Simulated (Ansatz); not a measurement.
**Run report: Ti, geometry relaxation (part 2 of 2)**

The same run, continued: Ti (slab, 6 atoms in the cell); DFT PBE, scalar-relativistic, plane waves, PAW, no spin polarisation (Ansatz 0.2.0); cutoff 420 eV, 12×12×1 k-mesh, Gaussian smearing of 0.1 eV. The structure derives from an entry of the Crystallography Open Database. It belongs to a series of runs on one base structure; here: (0 0 1) slab, atoms relaxed.

Geometry of the input (Å; fractional positions):
```
2.9385  0.0000  0.0000
-1.4692  2.5448  0.0000
0.0000  0.0000  26.6266
Ti 0.6667  0.3333  0.2817
Ti 0.3333  0.6667  0.3690
Ti 0.6667  0.3333  0.4563
Ti 0.3333  0.6667  0.5437
Ti 0.6667  0.3333  0.6310
Ti 0.3333  0.6667  0.7183
```

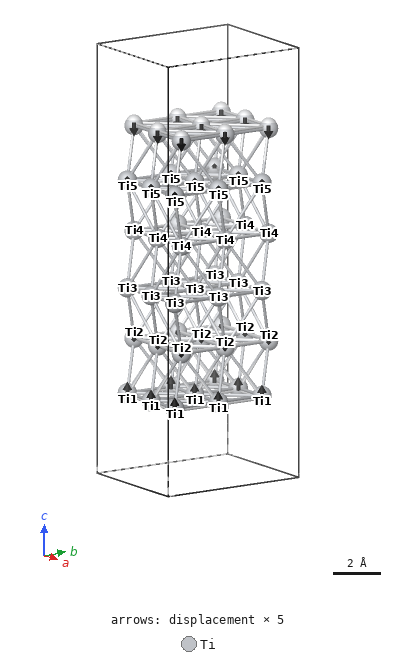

Fig. 1: Start (faint) and end (solid) with the displacements as black arrows, magnified 5 times (ball-and-stick view of the 3 × 3 repeat of the cell, with the vacuum cut short, seen slightly off an axis). The energy falls by 17.5 meV per atom in 3 geometry steps. Largest force component: 0.61 eV/Å at the start, 0.02 eV/Å at the end. The largest moves, 0.12 Å, are those of Ti1 and Ti6. The cell stays as it was. Among the contacts that change: Ti1–Ti2 2.878 → 2.747 Å, Ti2–Ti3 2.878 → 2.932 Å, Ti3–Ti4 2.878 → 2.844 Å. (Atoms are counted from 1 in the order of the input.)

```
WARN: The output density's exchange-correlation potential varies sharply where the density is thin. Do not read a vacuum level from v_tot or v_xc, or from such a field of the output density. On a cell that repeats whose density bears no net charge and no dipole along the vacuum's axis use v_es (v_loc + v_h of the components); under efield.dipole_correction with no amplitude use v_es + v_field, which holds any external_charges[].barrier, or the levels of the report's work_function block, which leave it out; under a non-zero efield.amplitude the vacuum is tilted and has no level; on a cell that repeats and bears such a dipole with no correction it is tilted too, and efield.dipole_correction with no amplitude gives each side of its ramp a level where efield: is served; in a cell that repeats whose density bears a net charge (total_charge, or a fill off its count) it is curved and has none; of a slab under crystal.periodic whose density bears no net charge use v_es, which has a level on each side, short of where the two are joined; of another it falls or rises all the way out and has none; of a slab beside external_charges read slab_vacuum_level instead, which it has where they leave it neutral. The grid or the basis barely resolves most such structure, and the values can differ between equally converged runs; as a rule a tighter scf.convergence.dr2_threshold does not remove it. Where the density itself ripples (under the LDA too) a higher basis.ecutwfc lessens it. The files hold the spikes' plane waves up to the density's cutoff. Files: v_tot_of_output_density and the like, and their columns of v_z.tsv (output.write_potential); v_xc_of_output_density and the like, and their columns of v_comp_z.tsv (output.write_potential_components). Measured: with its Gaussian average of σ = 0.25 Å subtracted twice, the exchange-correlation potential is over 0.1 eV at 812 of the grid points where the equally averaged density (valence and model cores) is under 1e-3 e/Å³, and 0.997 eV at the most among them, at an averaged density of 1.1e-7 e/Å³. The input density's (outcome.potential() and, of a run that writes arrays, v_tot and v_xc) is over 0.1 eV, so measured, at 120 points of its own thin density, 0.146 eV at the most. See output.write_potential in the manual, Limitations
SCF converged after 4 iterations
Free energy (F): -14996.176361 eV
Harris-Foulkes:  -14996.176361 eV  (|F-HF|=8.39e-9)
Internal energy: -14996.131926 eV  (E = F + TS)
E sigma→0 (E₀):  -14996.154143 eV
Entropy (-TS):   -0.044435 eV (-7.406 meV/atom)
Fermi energy:    5.026753 eV
Dipole field:    D = -0.000001 V/Å  (p = -0.000001 e·Å, saw-weighted, corrected)
Work function:   Φ+ = 4.4014 eV   Φ− = 4.4014 eV
Levels:          The Fermi level and band energies are counted from a zero that moves with the ramp; work functions are not
--- Per-component energies (eV) ---
  E_band       = -1544.871602
  E_kinetic    = 1633.490168
  E_local      = -70941.819708  (includes V_loc(G=0)·N_el)
  E_nonlocal   = 50.453652
  E_hartree    = 34734.429602
  E_xc         = -582.979791
  E_vxc        = -729.141969  (∫ρ·V_xc dr)
  E_paw        = -6286.332861  (= ΣΔE_a)
  E_vpaw       = -1026.700879  (= ΣTr[D̂ρ^β])
  E_aug_tail   = 0.000711  (compensation charges beyond the density's cutoff)
  E_efield     = 0.000000  (sawtooth field / dipole correction)
  E_vefield    = 0.000000  (∫n·V_field dr)
  E_ewald      = 26396.626300
  E_smearing   = -0.044435  (= −TS)
  E_closure    = 0.000000  (closes the sum)
  Σ components = -14996.176361   (vs F -14996.176361, Δ=0.00e0)
--- Forces (eV/Å), atoms counted from 1 ---
  atom   1  Ti    -0.00000000    -0.00000000    -0.00477362
  atom   2  Ti    -0.00000000     0.00000000    -0.00320040
  atom   3  Ti     0.00000000    -0.00000000    -0.01981986
  atom   4  Ti    -0.00000000     0.00000000     0.01982323
  atom   5  Ti     0.00000000    -0.00000000     0.00319316
  atom   6  Ti    -0.00000000     0.00000000     0.00477852
  max |Σ_I F_I| component: 1.03e-6 eV/Å
--- Band table (eV; the first three rows and the last of 19) ---
  k-point 0: bands = ["-51.8339", "-51.8332", "-51.7774", "-51.7029", "-51.6182", "-51.6138", "-28.3968", "-28.3493", "-28.2358", "-27.9582", "-27.8008", "-27.8008", "-27.8006", "-27.8006", "-27.7531", "-27.7403", "-27.7403", "-27.6878", "-27.6846", "-27.6846", "-27.6212", "-27.6212", "-27.6181", "-27.6181", "-0.9676", "-0.4370", "0.3346", "1.2309", "1.9171", "2.2603", "4.7681", "4.8303", "5.2835", "5.4407", "5.6327", "5.6328", "5.6328", "5.6455", "5.6455", "5.7322", "5.7322", "5.7484", "5.7484", "5.9610"]
  k-point 1: bands = ["-51.8280", "-51.8274", "-51.7713", "-51.6989", "-51.6146", "-51.6105", "-28.3835", "-28.3400", "-28.2324", "-27.9701", "-27.8473", "-27.8344", "-27.8095", "-27.8092", "-27.7666", "-27.7553", "-27.7495", "-27.6995", "-27.6908", "-27.6879", "-27.6464", "-27.6459", "-27.6268", "-27.6233", "-0.7757", "-0.2508", "0.5136", "1.4018", "2.0854", "2.4190", "4.6976", "4.7331", "5.1248", "5.2741", "5.3602", "5.5174", "5.5439", "5.7269", "5.7435", "5.7547", "5.7662", "5.8247", "5.8754", "5.8896"]
  k-point 2: bands = ["-51.8119", "-51.8115", "-51.7545", "-51.6881", "-51.6047", "-51.6014", "-28.3467", "-28.3157", "-28.2254", "-28.0156", "-27.9461", "-27.9169", "-27.8353", "-27.8331", "-27.8327", "-27.8111", "-27.7741", "-27.7328", "-27.7131", "-27.7080", "-27.7004", "-27.6908", "-27.6425", "-27.6377", "-0.2266", "0.2762", "1.0112", "1.8656", "2.5366", "2.8346", "4.3793", "4.4755", "4.7581", "4.8405", "5.0945", "5.1892", "5.2240", "5.4739", "5.6865", "5.8084", "5.9498", "5.9816", "6.0111", "6.0264"]
  k-point 18: bands = ["-51.7341", "-51.7341", "-51.6536", "-51.6536", "-51.5593", "-51.5593", "-28.2269", "-28.2269", "-28.2050", "-28.2050", "-28.1616", "-28.1573", "-28.1257", "-28.1257", "-28.0960", "-27.9840", "-27.9367", "-27.9367", "-27.9023", "-27.8868", "-27.8121", "-27.8121", "-27.7529", "-27.7529", "3.3493", "3.4313", "3.5874", "3.6717", "3.6717", "3.7760", "3.8068", "3.8068", "3.8352", "4.2238", "4.2238", "4.8913", "4.8913", "5.1171", "5.1171", "5.1303", "5.1361", "5.3335", "5.3335", "6.5192"]
--- Relaxed structure (4 steps of the walk, 4 accepted, 0 SCFs on fresh bases) ---
  F+E_penalty+E_count = -14996.17636110 eV   max|allowed force component| = 1.982e-2 eV/Å
  atoms:
    - { symbol: Ti, position: [0.6666666666666666, 0.33333333333333337, 0.2862080564511162] }
    - { symbol: Ti, position: [0.3333333333333333, 0.6666666666666666, 0.3673324513735366] }
    - { symbol: Ti, position: [0.6666666666666666, 0.33333333333333337, 0.45714685157427354] }
    - { symbol: Ti, position: [0.3333333333333333, 0.6666666666666666, 0.5428531212836606] }
    - { symbol: Ti, position: [0.6666666666666666, 0.33333333333333337, 0.6326675799801874] }
    - { symbol: Ti, position: [0.3333333333333333, 0.6666666666666666, 0.7137919393372262] }
```

**Trajectory as extended XYZ (Å, eV, eV/Å), 4 frames, from step=1 to step=4**
```
6
Lattice="2.9385 0.0000 0.0000 -1.4692 2.5448 0.0000 0.0000 0.0000 26.6266" Properties=species:S:1:pos:R:3:forces:R:3 step=1 energy=-14996.07107
Ti    1.4692    0.8483    7.5000    0.0000   0.0000   0.5288
Ti    0.0000    1.6965    9.8253    0.0000   0.0000  -0.6094
Ti    1.4692    0.8483   12.1506    0.0000   0.0000   0.0645
Ti    0.0000    1.6965   14.4760    0.0000   0.0000  -0.0645
Ti    1.4692    0.8483   16.8013    0.0000   0.0000   0.6094
Ti    0.0000    1.6965   19.1266    0.0000   0.0000  -0.5288
6
Lattice="2.9385 0.0000 0.0000 -1.4692 2.5448 0.0000 0.0000 0.0000 26.6266" Properties=species:S:1:pos:R:3:forces:R:3 step=2 energy=-14996.13166
Ti    1.4692    0.8483    7.6849    0.0000   0.0000  -0.4936
Ti    0.0000    1.6965    9.7614    0.0000   0.0000   0.4591
Ti    1.4692    0.8483   12.1424    0.0000   0.0000   0.2039
Ti    0.0000    1.6965   14.4842    0.0000   0.0000  -0.2039
Ti    1.4692    0.8483   16.8652    0.0000   0.0000  -0.4591
Ti    0.0000    1.6965   18.9417    0.0000   0.0000   0.4936
6
Lattice="2.9385 0.0000 0.0000 -1.4692 2.5448 0.0000 0.0000 0.0000 26.6266" Properties=species:S:1:pos:R:3:forces:R:3 step=3 energy=-14996.17636
Ti    1.4692    0.8483    7.6207    0.0000   0.0000  -0.0051
Ti    0.0000    1.6965    9.7808    0.0000   0.0000  -0.0035
Ti    1.4692    0.8483   12.1723    0.0000   0.0000  -0.0199
Ti    0.0000    1.6965   14.4543    0.0000   0.0000   0.0199
Ti    1.4692    0.8483   16.8458    0.0000   0.0000   0.0035
Ti    0.0000    1.6965   19.0058    0.0000   0.0000   0.0051
6
Lattice="2.9385 0.0000 0.0000 -1.4692 2.5448 0.0000 0.0000 0.0000 26.6266" Properties=species:S:1:pos:R:3:forces:R:3 step=4 energy=-14996.17636
Ti    1.4692    0.8483    7.6207    0.0000   0.0000  -0.0048
Ti    0.0000    1.6965    9.7808    0.0000   0.0000  -0.0032
Ti    1.4692    0.8483   12.1723    0.0000   0.0000  -0.0198
Ti    0.0000    1.6965   14.4543    0.0000   0.0000   0.0198
Ti    1.4692    0.8483   16.8458    0.0000   0.0000   0.0032
Ti    0.0000    1.6965   19.0058    0.0000   0.0000   0.0048
```

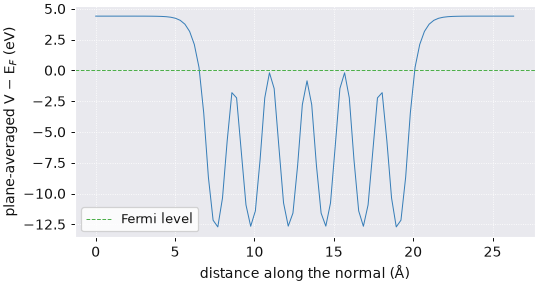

Fig. 2: Plane average of the electrostatic potential energy of an electron across the cell, from the Fermi level. The vacuum level lies 4.40 eV above the Fermi level.

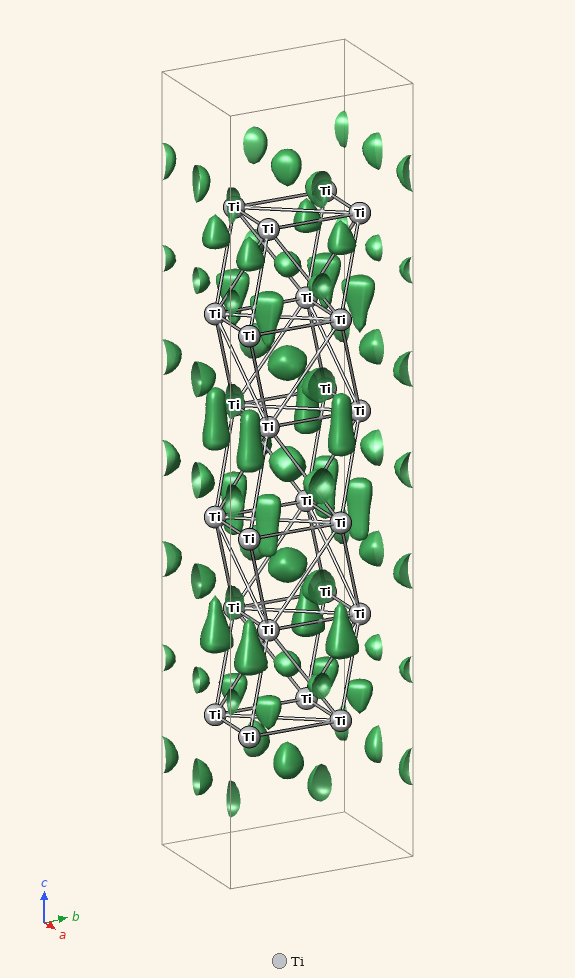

Fig. 3: Isosurface of the ELF at 0.65 (green), seen slightly off an axis. Only the valence region is drawn (cores and ρ < 0.01 e/Å³ removed). Sticks mark near contacts. Along the contacts the grid gives the following. Ti–Ti (2.75 Å): the ELF is about 0.20 at the midpoint; no localised pair between them. Ti–Ti (2.84 Å): the ELF is about 0.20 at the midpoint; no shared electron pair. Core electrons are frozen (PAW), so the fields are smoothed inside the atomic spheres.

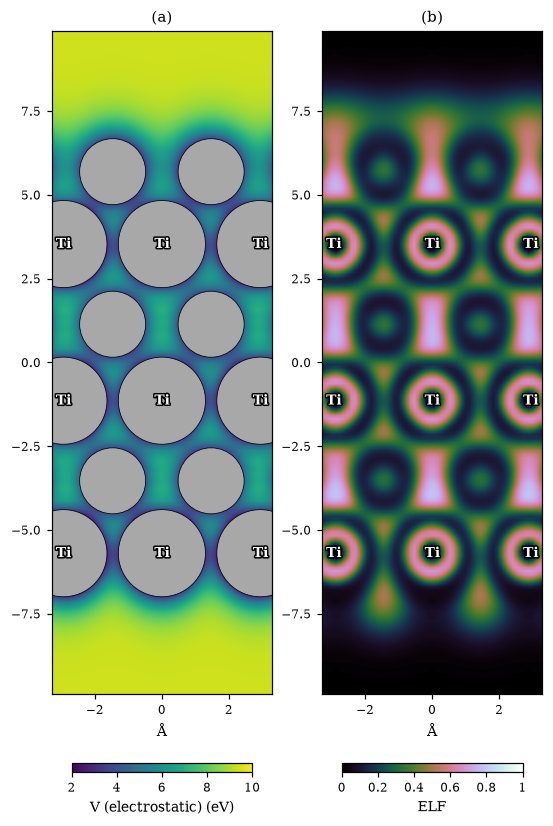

Fig. 4: (a) electrostatic potential (local pseudopotential plus Hartree) felt by an electron; (b) ELF on the (100) plane of the calculation cell, a cut from vacuum to vacuum. Grey discs, where drawn, cover atomic cores. The section cuts through Ti sites. Ti–Ti (2.94 Å): the ELF is about 0.25 at the midpoint; no shared electron pair. The strong features right at Ti lie inside the PAW spheres (semicore, d or f shells) and say nothing about bonding.

**Key numbers**

| quantity | value |
| --- | --- |
| outcome | converged |
| electrons treated | 72 |
| free energy | −14996.1764 eV |
| work function, top face | 4.40 eV |
| work function, bottom face | 4.40 eV |
| Fermi energy | 5.027 eV |
| gap on the k-point mesh | none (metallic) |
| final volume | 199.11 Å³ |
| work function (upper face) | 4.40 eV |
| largest force (length of the vector) at the end | 0.020 eV/Å |
| hardware | 1 thread of Arm Neoverse V1, 24 GiB of memory available, shared host |
| wall time | 77 s |
| peak memory | 0.43 GiB |

Warnings of the run: the exchange-correlation potential is rough where the density is thin.
